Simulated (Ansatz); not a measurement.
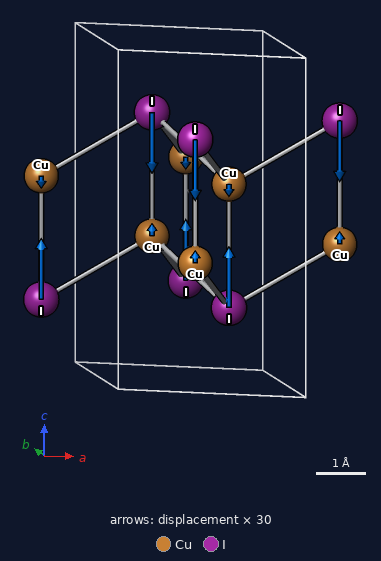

This is a relaxation of solid CuI (built on the database structure type). The starting structure is drawn; blue arrows show the displacements (the part carried along by the change of the cell is left out), magnified 30 times.

A ball-and-stick model of the cell of the calculation, seen slightly off an axis.

Level of theory: Ansatz, DFT, r2SCAN+rVV10, plane waves, PAW. Set-up: plane-wave cutoff 500 eV; k-point mesh 6 × 6 × 4; occupations fermi dirac; smearing width 0.02 eV; no spin polarisation; cell and atoms relaxed; force threshold 0.005 eV/Å.

What happened in the run?

Answer. The largest moves relative to the cell, 0.043 Å, are those of I atoms. By element the largest moves are I 0.043 Å, Cu 0.009 Å. The drawn cell changes as follows: a = b 4.074 → 4.095 Å (+0.5 %), c 7.106 → 7.210 Å (+1.5 %); the volume changes by +2.5 %. Among the contacts that change: Cu–I 2.590 → 2.575 Å. The space group stays P-3m1 (No. 164). Over 3 accepted moves (4 points after the start) the energy falls by 1.9 meV per atom. The largest force component goes from 0.14 to 0.0012 eV/Å. The pressure goes from 0.28 to 0.02 GPa. The SCF was repeated once at an unchanged geometry on a basis and grid sized afresh for the cell, which shifted the energy by 0.2 meV per atom at most. The run took 2 min on 2 threads of Intel(R) Xeon(R) Platinum 8259CL CPU @ 2.50GHz (Skylake/Cascade Lake), with other jobs on the host, peak memory 0.86 GiB.
